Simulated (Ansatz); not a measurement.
# Converging the field response of a KI (001) film

Aim: a convergence study of the equivalent conductor thickness of a KI (001) film, with the cost of each setting.

Main program and level: Ansatz 0.2.0; plane-wave DFT, PBE, Ansatz PAW, in the first sound run; inputs show where later runs differ.

**1. Starting point**

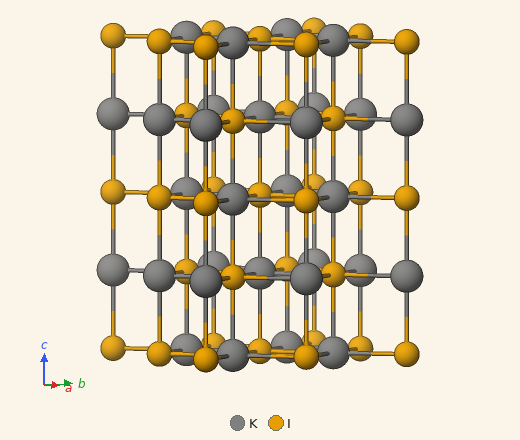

The starting structure, seen from the side, with the c axis up (potassium grey, iodine orange). 2×2×1 cells are drawn. Some periodic images of atoms are drawn too.

The cell holds 10 atoms: 5 K and 5 I. Cell: a = 4.999 Å, b = 4.999 Å, c = 32.140 Å, α = 90.0°, β = 90.0°, γ = 90.0°. It derives from KI (rocksalt KI). Vacuum lies along c.

**2. Run, setting first choice**

The first choice: the default cutoff of 420 eV, a 6×6×1 mesh, 18 Å of vacuum, 0.1 V/Å and a tight threshold. Each later run changes one input against this one; other functionals and files bring their own cutoffs.

File input.yaml:

```yaml
crystal:
  lattice:
    - [4.99924494, 0.0, 0.0]
    - [0.0, 4.99924494, 0.0]
    - [0.0, 0.0, 32.14]
  atoms:
    - { symbol: K, position: [0.5, 0.5, 0.2800248911] }
    - { symbol: I, position: [0.0, 0.0, 0.2800248911] }
    - { symbol: K, position: [0.0, 0.0, 0.3900124456] }
    - { symbol: I, position: [0.5, 0.5, 0.3900124456] }
    - { symbol: K, position: [0.5, 0.5, 0.5] }
    - { symbol: I, position: [0.0, 0.0, 0.5] }
    - { symbol: K, position: [0.0, 0.0, 0.6099875544] }
    - { symbol: I, position: [0.5, 0.5, 0.6099875544] }
    - { symbol: K, position: [0.5, 0.5, 0.7199751089] }
    - { symbol: I, position: [0.0, 0.0, 0.7199751089] }
kpoints:
  mp_grid: { grid: [6, 6, 1] }
hamiltonian:
  xc: pbe
scf:
  occupations: { method: fixed }
  convergence: { dr2_threshold: 1.0e-10 }
efield:
  axis: 3
  dipole_correction: true
  ramp_position: 0.97
  ramp_width: 0.06
  amplitude: 0.1
output:
  write_potential: true
  write_density: true
  volumetric_format: npy
```

Run with:

```sh
ansatz run input.yaml --threads 4 --pin off --max-ram 6144MiB --backend cpu --events-out ev --progress --plain --runs-dir out
```

Numbers of over 12 decimals in the logs are rounded to 6 here.

What it wrote:

```text
Engine: ansatz 0.2.0, x86_64-unknown-linux-gnu
Pseudopotentials: kind: paw
Pseudopotential: K, paw, valence charge 9, recommended cutoff 420 eV (normal), K.paw.azcp
Pseudopotential: I, paw, valence charge 17, recommended cutoff 420 eV (normal), I.paw.azcp
Functional definition: PBE
  parameter kappa = 0.804
  parameter beta = 0.066725
  exchange = pbe_x(kappa = kappa, mu = beta*pi^2/3)
  correlation = pbe_c(beta = beta)
Crystal: 10 atoms, lattice volume = 803.257 Å³
Basis set: ecut = 420 eV, 15823 PW (Γ)
Bands: 78, of which v1, the nominal top of the filled ones, is band 65 counted from 1 (64 counted from 0)
Symmetry: 8 space group operations
k-points: 10 of 36
Non-local potential: K, projectors of the file, l = 0: 3, l = 1: 2, l = 2: 2
Non-local potential: I, projectors of the file, l = 0: 2, l = 1: 2, l = 2: 2, l = 3: 2
PAW form: soft (Blöchl's): semilocal exchange-correlation on the pseudo side does not see the compensation charge
PAW one-centre angular grid: K, 110 points (default); XC on 64 Gauss nodes
PAW one-centre angular grid: I, 590 points (default); XC on 64 Gauss nodes
Initial density: superposition of atomic densities (neutral atoms: chi_scale 0, normalization atom, screened)
Initial wavefunctions: pseudopotential atomic-orbital guess
Functional: x = pbe(κ = 0.804, μ = 0.219515), c = pbe(β = 0.066725)
iter 1 solved again at ethr=1.98e-3 eV; its pass at ethr=3.10e-3 eV (dr2=2.57e0 eV) is discarded
SCF iter   1: F=—  HF=-45268.932490 eV  |F-HF|=—  |Δ(HF+E_count)|=         —  Δρ=9.30e-3  dr2=2.56e0  ethr=1.98e-3  p=0.238 e·Å  D=5.36e-2 V/Å  ΔV_dip=-1.72 eV  dr2_dipole=4.99e-3  V_vac-E_F(+/−)=8.35/7.12 eV  ⟨swp⟩=1.5  Hψ=3869  notcnv=0  defer=79
efield: sawtooth ramp at fractional position 0.9700 (set: `efield.ramp_position`, or a place that a band, a saddle search or an elastic batch's reference lends), width 0.0600; the density the first Hamiltonian is built on has a dipole p = 0.238 e·Å; the dipole correction subtracts the counter field D = 5.36e-2 V/Å, which shifts the + side's vacuum level by -1.72 eV against the − side's; the planar-averaged density in the ramp window peaks in size at 1.9e-6 e/Å³
preconditioner: auto → Resta (q_TF=auto, 2.014 Å⁻¹)  ε∞=1.7  [insulator: Δε(μ)=4.373 eV  Ē_g=13.113 eV  n_scr=124 (ndim 8)  ℏωp=11.0 eV  f_vac=0.436  ε∞_Penn≈1.7  vacuum switching on, ρ_ref=1.2e-2 e/Å³]
SCF iter   2: F=—  HF=-45268.206064 eV  |F-HF|=—  |Δ(HF+E_count)|=   7.26e-1  Δρ=4.12e-3  dr2=3.40e-1  ethr=1.97e-3  p=0.169 e·Å  D=3.80e-2 V/Å  ΔV_dip=-1.22 eV  dr2_dipole=4.35e-7  V_vac-E_F(+/−)=6.97/5.24 eV  ⟨swp⟩=4.5  Hψ=1318  notcnv=0  defer=104  κ⁻¹=1.0e0(r=1)
SCF iter   3: F=—  HF=-45268.188462 eV  |F-HF|=—  |Δ(HF+E_count)|=   1.76e-2  Δρ=2.03e-3  dr2=3.62e-2  ethr=2.62e-4  p=0.167 e·Å  D=3.75e-2 V/Å  ΔV_dip=-1.21 eV  dr2_dipole=1.02e-5  V_vac-E_F(+/−)=6.40/4.65 eV  ⟨swp⟩=3.6  Hψ=1142  notcnv=0  defer=106  κ⁻¹=3.7e-2(r=2)
SCF iter   4: F=—  HF=-45268.207623 eV  |F-HF|=—  |Δ(HF+E_count)|=   1.92e-2  Δρ=6.66e-4  dr2=2.87e-3  ethr=2.79e-5  p=0.162 e·Å  D=3.64e-2 V/Å  ΔV_dip=-1.17 eV  dr2_dipole=1.98e-6  V_vac-E_F(+/−)=6.23/4.45 eV  ⟨swp⟩=3.8  Hψ=929  notcnv=0  defer=110  κ⁻¹=4.5e-3(r=3)
SCF iter   5: F=—  HF=-45268.210666 eV  |F-HF|=—  |Δ(HF+E_count)|=   3.04e-3  Δρ=1.48e-4  dr2=1.24e-4  ethr=2.21e-6  p=0.163 e·Å  D=3.67e-2 V/Å  ΔV_dip=-1.18 eV  dr2_dipole=1.47e-7  V_vac-E_F(+/−)=6.20/4.42 eV  ⟨swp⟩=3.2  Hψ=1100  notcnv=0  defer=110  κ⁻¹=1.9e-4(r=4)
SCF iter   6: F=—  HF=-45268.210826 eV  |F-HF|=—  |Δ(HF+E_count)|=   1.59e-4  Δρ=4.52e-5  dr2=1.40e-5  ethr=9.57e-8  p=0.162 e·Å  D=3.66e-2 V/Å  ΔV_dip=-1.18 eV  dr2_dipole=5.34e-8  V_vac-E_F(+/−)=6.20/4.43 eV  ⟨swp⟩=2.4  Hψ=1430  notcnv=0  defer=110  κ⁻¹=1.7e-5(r=5)
SCF iter   7: F=—  HF=-45268.210851 eV  |F-HF|=—  |Δ(HF+E_count)|=   2.48e-5  Δρ=1.45e-5  dr2=1.50e-6  ethr=1.08e-8  p=0.163 e·Å  D=3.67e-2 V/Å  ΔV_dip=-1.18 eV  dr2_dipole=1.95e-9  V_vac-E_F(+/−)=6.21/4.43 eV  ⟨swp⟩=2.6  Hψ=1221  notcnv=0  defer=110  κ⁻¹=1.5e-6(r=6)
SCF iter   8: F=—  HF=-45268.211082 eV  |F-HF|=—  |Δ(HF+E_count)|=   2.31e-4  Δρ=3.25e-6  dr2=7.94e-8  ethr=1.15e-9  p=0.163 e·Å  D=3.67e-2 V/Å  ΔV_dip=-1.18 eV  dr2_dipole=2.80e-11  V_vac-E_F(+/−)=6.21/4.43 eV  ⟨swp⟩=2.0  Hψ=1425  notcnv=0  defer=107  κ⁻¹=1.1e-7(r=7)
SCF iter   9: F=—  HF=-45268.211082 eV  |F-HF|=—  |Δ(HF+E_count)|=   9.43e-8  Δρ=1.35e-6  dr2=6.83e-9  ethr=6.11e-11  p=0.163 e·Å  D=3.67e-2 V/Å  ΔV_dip=-1.18 eV  dr2_dipole=1.29e-11  V_vac-E_F(+/−)=6.21/4.43 eV  ⟨swp⟩=2.0  Hψ=1074  notcnv=0  defer=107  κ⁻¹=1.2e-8(r=8)
SCF iter  10: F=—  HF=-45268.211082 eV  |F-HF|=—  |Δ(HF+E_count)|=   1.32e-8  Δρ=4.59e-7  dr2=7.86e-10  ethr=5.25e-12  p=0.163 e·Å  D=3.67e-2 V/Å  ΔV_dip=-1.18 eV  dr2_dipole=7.28e-13  V_vac-E_F(+/−)=6.21/4.43 eV  ⟨swp⟩=2.0  Hψ=944  notcnv=0  defer=107  κ⁻¹=8.4e-9(r=8)
SCF iter  11: F=-45268.211082 eV  HF=-45268.211082 eV  |F-HF|=1.16e-10  |Δ(HF+E_count)|=   1.56e-9  Δρ=8.38e-8  dr2=2.81e-11  ethr=1.00e-12  p=0.163 e·Å  D=3.67e-2 V/Å  ΔV_dip=-1.18 eV  dr2_dipole=2.09e-14  V_vac-E_F(+/−)=6.21/4.43 eV  ⟨swp⟩=22.3  Hψ=5283  notcnv=0
SCF 1 converged in 11 iterations: F = -45268.211082 eV  dr2 = 2.81e-11
  greatest PAW one-centre occupation: 0.999 electrons in one spin orbital (limit 2), on the I atom at site 3 (counted from 0), in its partial waves of l = 2
WARN: The output density's exchange-correlation potential varies sharply where the density is thin. Do not read a vacuum level from v_tot or v_xc, or from such a field of the output density. On a cell that repeats whose density bears no net charge and no dipole along the vacuum's axis use v_es (v_loc + v_h of the components); under efield.dipole_correction with no amplitude use v_es + v_field, which holds any externa [...]
SCF converged after 11 iterations
Stability not checked: this state was not tested for a lower state beside it, because the mixer in use, unlike msr1, does not test its closes by its own steps (another_mixer; see scf.mixing.algorithm and scf.lower_state_search)
Free energy (F): -45268.211082 eV
Harris-Foulkes:  -45268.211082 eV  (|F-HF|=1.16e-10)
Internal energy: -45268.211082 eV  (E = F + TS)
E sigma→0 (E₀):  -45268.211082 eV
Fermi energy:    -1.071553 eV
Dipole field:    D = 0.036661 V/Å  (p = 0.162740 e·Å, saw-weighted, corrected)
Work function:   not extracted (applied field tilts the vacuum); planar V_es + V_field profile in the machine report
Levels:          The Fermi level and band energies are counted from a zero that moves with the ramp; work functions are not
--- Per-component energies (eV) ---
  E_band       = -3061.887131
  E_kinetic    = 2214.288119
  E_local      = -83331.733752  (includes V_loc(G=0)·N_el)
  E_nonlocal   = -387.102660
  E_hartree    = 41073.112376
  E_xc         = -1316.776997
  E_vxc        = -1468.122645  (∫ρ·V_xc dr)
  E_paw        = -27995.141928  (= ΣΔE_a)
  E_vpaw       = -2235.431000  (= ΣTr[D̂ρ^β])
  E_aug_tail   = -0.000029  (compensation charges beyond the density's cutoff)
  E_efield     = -0.013291  (sawtooth field / dipole correction)
  E_vefield    = -0.010308  (∫n·V_field dr)
  E_ewald      = 24475.157079
  E_smearing   = -0.000000  (= −TS)
  E_closure    = 0.000000  (closes the sum)
  Σ components = -45268.211082   (vs F -45268.211082, Δ=0.00e0)
--- Band table (eV; the first three rows and the last of 10) ---
  k-point 0: bands = [... 61 lower, -1.2625, -1.2170, -1.0716, -1.0716, 2.5412, 3.0244, 3.4430, 3.7095, ... 9 higher]
  k-point 1: bands = [... 61 lower, -1.3029, -1.2892, -1.1861, -1.1198, 2.8529, 3.3728, 3.6814, 4.0082, ... 9 higher]
  k-point 2: bands = [... 61 lower, -1.4332, -1.3794, -1.2463, -1.2136, 3.4384, 4.0859, 4.1083, 4.3148, ... 9 higher]
  k-point 9: bands = [... 61 lower, -1.5681, -1.5108, -1.5108, -1.2336, 3.8460, 3.8460, 4.2229, 4.3490, ... 9 higher]
```

Elapsed: 6.7 s, on 4 threads of AMD EPYC 9R45, shared host; peak memory 1.8 GiB; 26 s of CPU time.

Reading the cycles: dr2 is the Hartree energy of the density residual (eV), the measure of convergence; HF is the Harris–Foulkes estimate of the energy, which meets the free energy F at convergence.

Numbers from this step:

```yaml
gap_on_the_k_mesh: 3.613 eV
dipole_along_the_normal: 0.1627 e·Å
equivalent_conductor_thickness_p_eps_0ae: 11.78 Å
```

Running mean over 3.535 Å of the planar mean, with the applied field; the ramp of the sawtooth is left out. Table of electron's electrostatic potential energy less the highest filled level by z:

```
z (Å)  electron's electrostatic potential energy less the highest filled level (eV)
    4                                                                          4.73
    6                                                                          4.79
    8                                                                          1.52
   10                                                                          1.25
   12                                                                          1.37
   14                                                                          1.43
   16                                                                          1.49
   18                                                                          1.56
   20                                                                          1.64
   22                                                                          1.68
   24                                                                          1.93
   26                                                                          5.56
   28                                                                          5.96
```

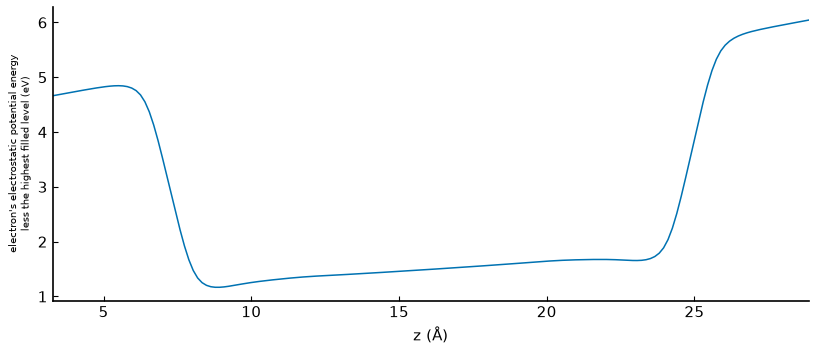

Electron's electrostatic potential energy less the highest filled level against z.

The dipole corresponds to a conductor 11.783 Å thick.

**3. Single point, box 32.1 Å**

Changes to input.yaml since step 2:

```diff
@@ -29,2 +29,4 @@
   amplitude: 0.1
+basis:
+  ecutwfc: "250 eV"
 output:
```

What it wrote:

```text
Warning: basis.ecutwfc = 250 eV is below the records' recommended 420 eV, and the density's cutoff is lower with it unless basis.ecutrho_ratio is high enough to keep the records' density cutoff: compare with a run at a higher cutoff
[...]
Crystal: 10 atoms, lattice volume = 803.257 Å³
Basis set: ecut = 250 eV, 7251 PW (Γ)
[...]
k-point 0: bands = [... 61 lower, -1.2662, -1.2190, -1.0736, -1.0736, 2.5265, 3.0087, 3.4105, 3.7117, ... 9 higher]
  k-point 1: bands = [... 61 lower, -1.3073, -1.2928, -1.1892, -1.1236, 2.8368, 3.3570, 3.6483, 3.9457, ... 9 higher]
  k-point 2: bands = [... 61 lower, -1.4366, -1.3831, -1.2495, -1.2162, 3.4222, 4.0732, 4.0960, 4.2932, ... 9 higher]
  k-point 9: bands = [... 61 lower, -1.5719, -1.5131, -1.5131, -1.2367, 3.8497, 3.8497, 4.2291, 4.3570, ... 9 higher]
[key lines of the parts left out:]
SCF converged after 11 iterations
Free energy (F): -45262.785641 eV
Fermi energy:    -1.073599 eV
Dipole field:    D = 0.036658 V/Å  (p = 0.162729 e·Å, saw-weighted, corrected)
```

Wall time 3.1 s (4 threads); peak memory 0.99 GiB.

The dipole corresponds to a conductor 11.782 Å thick, -0.01 % from the first choice, at 0.45 times its CPU time.

**4. Single point, box 32.1 Å (run 2)**

Changes to input.yaml since step 3:

```diff
@@ -30,3 +30,3 @@
 basis:
-  ecutwfc: "250 eV"
+  ecutwfc: "330 eV"
 output:
```

What it wrote:

```text
[...]
Crystal: 10 atoms, lattice volume = 803.257 Å³
Basis set: ecut = 330 eV, 11039 PW (Γ)
Bands: 78, of which v1, the nominal top of the filled ones, is band 65 counted from 1 (64 counted from 0)
Symmetry: 8 space group operations
k-points: 10 of 36
[...]
k-point 0: bands = [... 61 lower, -1.2622, -1.2167, -1.0714, -1.0714, 2.5405, 3.0241, 3.4417, 3.7100, ... 9 higher]
  k-point 1: bands = [... 61 lower, -1.3025, -1.2889, -1.1858, -1.1197, 2.8518, 3.3725, 3.6801, 4.0061, ... 9 higher]
  k-point 2: bands = [... 61 lower, -1.4327, -1.3789, -1.2461, -1.2134, 3.4369, 4.0862, 4.1079, 4.3145, ... 9 higher]
  k-point 9: bands = [... 61 lower, -1.5675, -1.5105, -1.5105, -1.2335, 3.8468, 3.8468, 4.2232, 4.3497, ... 9 higher]
[key lines of the parts left out:]
SCF converged after 11 iterations
Free energy (F): -45268.144853 eV
Fermi energy:    -1.071446 eV
Dipole field:    D = 0.036659 V/Å  (p = 0.162731 e·Å, saw-weighted, corrected)
```

Wall time 4.5 s (4 threads); peak memory 1.3 GiB; 17 s of CPU time.

The dipole corresponds to a conductor 11.782 Å thick, -0.01 % from the first choice, at 0.67 times its CPU time.

**5. Single point, box 32.1 Å (run 3)**

Changes to input.yaml since step 4:

```diff
@@ -30,3 +30,3 @@
 basis:
-  ecutwfc: "330 eV"
+  ecutwfc: "600 eV"
 output:
```

What it wrote:

```text
[...]
Crystal: 10 atoms, lattice volume = 803.257 Å³
Basis set: ecut = 600 eV, 26641 PW (Γ)
Bands: 78, of which v1, the nominal top of the filled ones, is band 65 counted from 1 (64 counted from 0)
Symmetry: 8 space group operations
k-points: 10 of 36
[...]
k-point 0: bands = [... 61 lower, -1.2625, -1.2170, -1.0716, -1.0716, 2.5407, 3.0240, 3.4428, 3.7093, ... 9 higher]
  k-point 1: bands = [... 61 lower, -1.3028, -1.2892, -1.1861, -1.1198, 2.8522, 3.3724, 3.6813, 4.0093, ... 9 higher]
  k-point 2: bands = [... 61 lower, -1.4331, -1.3793, -1.2464, -1.2137, 3.4375, 4.0857, 4.1079, 4.3147, ... 9 higher]
  k-point 9: bands = [... 61 lower, -1.5680, -1.5108, -1.5108, -1.2337, 3.8459, 3.8459, 4.2223, 4.3489, ... 9 higher]
[key lines of the parts left out:]
SCF converged after 11 iterations
Free energy (F): -45268.215876 eV
Fermi energy:    -1.071587 eV
Dipole field:    D = 0.036661 V/Å  (p = 0.162743 e·Å, saw-weighted, corrected)
```

The job ended after 11 s (4 threads; peak memory 2.8 GiB; 44 s of CPU time).

The dipole corresponds to a conductor 11.783 Å thick, +0.00 % from the first choice, at 1.7 times its CPU time.

**6. Single point, box 32.1 Å (run 4)**

Changes to input.yaml since step 5:

```diff
@@ -17,3 +17,3 @@
 kpoints:
-  mp_grid: { grid: [6, 6, 1] }
+  mp_grid: { grid: [1, 1, 1] }
 hamiltonian:
@@ -29,4 +29,2 @@
   amplitude: 0.1
-basis:
-  ecutwfc: "600 eV"
 output:
```

What it wrote:

```text
[...]
Crystal: 10 atoms, lattice volume = 803.257 Å³
Basis set: ecut = 420 eV, 15823 PW (Γ)
Bands: 78, of which v1, the nominal top of the filled ones, is band 65 counted from 1 (64 counted from 0)
Symmetry: 8 space group operations
k-points: 1
[...]
Internal energy: -45261.696534 eV  (E = F + TS)
E sigma→0 (E₀):  -45261.696534 eV
Fermi energy:    -0.805318 eV
Dipole field:    D = 0.039478 V/Å  (p = 0.175247 e·Å, saw-weighted, corrected)
Work function:   not extracted (applied field tilts the vacuum); planar V_es + V_field profile in the machine report
[...]
--- Band table (eV) ---
  k-point 0: bands = [... 61 lower, -1.0169, -1.0077, -0.8053, -0.8053, 2.5984, 3.0518, 3.4928, 3.8106, ... 9 higher]
[key lines of the parts left out:]
SCF converged after 11 iterations
Free energy (F): -45261.696534 eV
```

Elapsed: 0.89 s, on 4 threads; peak memory 0.65 GiB; 2.8 s of CPU time.

The dipole corresponds to a conductor 12.688 Å thick, +7.68 % from the first choice, at 0.11 times its CPU time.

**7. Single point, box 32.1 Å (run 5)**

Changes to input.yaml since step 6:

```diff
@@ -17,3 +17,3 @@
 kpoints:
-  mp_grid: { grid: [1, 1, 1] }
+  mp_grid: { grid: [2, 2, 1] }
 hamiltonian:
```

What it wrote:

```text
[...]
Crystal: 10 atoms, lattice volume = 803.257 Å³
Basis set: ecut = 420 eV, 15823 PW (Γ)
Bands: 78, of which v1, the nominal top of the filled ones, is band 65 counted from 1 (64 counted from 0)
Symmetry: 8 space group operations
k-points: 3 of 4
[...]
--- Band table (eV) ---
  k-point 0: bands = [... 61 lower, -1.2314, -1.1863, -1.0368, -1.0368, 2.5561, 3.0396, 3.4570, 3.7380, ... 9 higher]
  k-point 1: bands = [... 61 lower, -1.4529, -1.3874, -1.2516, -1.2249, 3.9896, 4.1694, 4.4361, 4.5142, ... 9 higher]
  k-point 2: bands = [... 61 lower, -1.5431, -1.4777, -1.4777, -1.2006, 3.8584, 3.8584, 4.2295, 4.3604, ... 9 higher]
[key lines of the parts left out:]
SCF converged after 11 iterations
Free energy (F): -45267.942294 eV
Fermi energy:    -1.036759 eV
Dipole field:    D = 0.036846 V/Å  (p = 0.163563 e·Å, saw-weighted, corrected)
```

Wall time 1.6 s (4 threads); peak memory 1.2 GiB.

The dipole corresponds to a conductor 11.842 Å thick, +0.51 % from the first choice, at 0.22 times its CPU time.

**8. Run, box 32.1 Å**

Changes to input.yaml since step 7:

```diff
@@ -17,3 +17,3 @@
 kpoints:
-  mp_grid: { grid: [2, 2, 1] }
+  mp_grid: { grid: [3, 3, 1] }
 hamiltonian:
```

What it wrote:

```text
[...]
Crystal: 10 atoms, lattice volume = 803.257 Å³
Basis set: ecut = 420 eV, 15823 PW (Γ)
Bands: 78, of which v1, the nominal top of the filled ones, is band 65 counted from 1 (64 counted from 0)
Symmetry: 8 space group operations
k-points: 3 of 9
[...]
--- Band table (eV) ---
  k-point 0: bands = [... 61 lower, -1.2593, -1.2139, -1.0679, -1.0679, 2.5428, 3.0261, 3.4446, 3.7125, ... 9 higher]
  k-point 1: bands = [... 61 lower, -1.4302, -1.3763, -1.2430, -1.2100, 3.4393, 4.0879, 4.1097, 4.3169, ... 9 higher]
  k-point 2: bands = [... 61 lower, -1.5608, -1.4713, -1.4189, -1.2305, 3.9468, 4.1117, 4.4906, 4.5960, ... 9 higher]
[key lines of the parts left out:]
SCF converged after 11 iterations
Free energy (F): -45268.193854 eV
Fermi energy:    -1.067906 eV
Dipole field:    D = 0.036674 V/Å  (p = 0.162797 e·Å, saw-weighted, corrected)
```

Elapsed: 2.6 s, on 4 threads; peak memory 1.2 GiB.

The dipole corresponds to a conductor 11.787 Å thick, +0.04 % from the first choice, at 0.37 times its CPU time.

**9. Single point, box 32.1 Å (run 6)**

Changes to input.yaml since step 8:

```diff
@@ -17,3 +17,3 @@
 kpoints:
-  mp_grid: { grid: [3, 3, 1] }
+  mp_grid: { grid: [12, 12, 1] }
 hamiltonian:
```

What it wrote:

```text
[...]
Crystal: 10 atoms, lattice volume = 803.257 Å³
Basis set: ecut = 420 eV, 15823 PW (Γ)
Bands: 78, of which v1, the nominal top of the filled ones, is band 65 counted from 1 (64 counted from 0)
Symmetry: 8 space group operations
k-points: 28 of 144
[...]
k-point 0: bands = [... 61 lower, -1.2626, -1.2170, -1.0716, -1.0716, 2.5412, 3.0244, 3.4430, 3.7095, ... 9 higher]
  k-point 1: bands = [... 61 lower, -1.2735, -1.2007, -1.1313, -1.0846, 2.6302, 3.1200, 3.5104, 3.7999, ... 9 higher]
  k-point 2: bands = [... 61 lower, -1.3029, -1.2892, -1.1861, -1.1198, 2.8529, 3.3728, 3.6814, 4.0082, ... 9 higher]
  k-point 27: bands = [... 61 lower, -1.5681, -1.5108, -1.5108, -1.2336, 3.8460, 3.8460, 4.2228, 4.3490, ... 9 higher]
[key lines of the parts left out:]
SCF converged after 11 iterations
Free energy (F): -45268.211103 eV
Fermi energy:    -1.071566 eV
Dipole field:    D = 0.036661 V/Å  (p = 0.162740 e·Å, saw-weighted, corrected)
```

Wall time 20 s (4 threads); peak memory 2.8 GiB; 78 s of CPU time.

The dipole corresponds to a conductor 11.783 Å thick, -0.00 % from the first choice, at 3.0 times its CPU time.

(Continued in part 2 of 3.)

[Logs are printed without paths, hosts, clocks, repeated set-up lines and the standing remarks that a program may print on its own settings, such as how far it seeks lower states.]

[Hosts, paths, dates, database ids (printed as entryN), source tags and the programs' standing remarks are cut or masked in the printed files.]

[Maps of the electrostatic potential energy from Ansatz leave out the sawtooth potential of an applied field or a dipole correction, so their vacuum need not be flat; planar profiles and work functions include it.]
